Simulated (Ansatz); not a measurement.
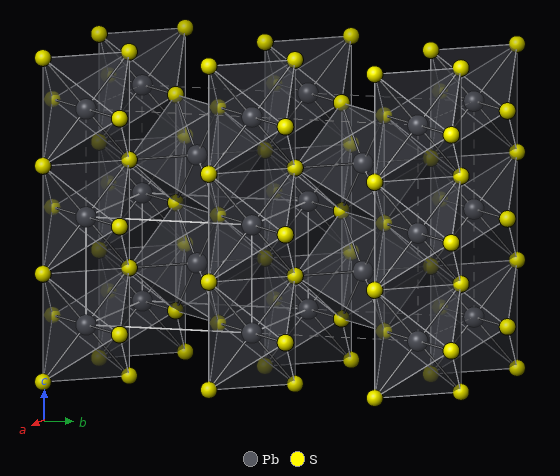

Polyhedra are drawn about Pb (bonds: Pb–S below 3.1 Å); other atoms are plain spheres.

PbS2 (space group P4_2/mnm, No. 136). Coordinates: the geometry relaxed with DFT, r2SCAN+rVV10, plane waves, PAW (Ansatz).

Sharing among the drawn polyhedra:

```csv
site,polyhedron,corner-sharing neighbours,edge-sharing,face-sharing,bond (Å)
Pb,PbS6 octahedron,8,2,0,2.62–2.73
```

They form a three-dimensional framework of corner- and edge-sharing octahedra.
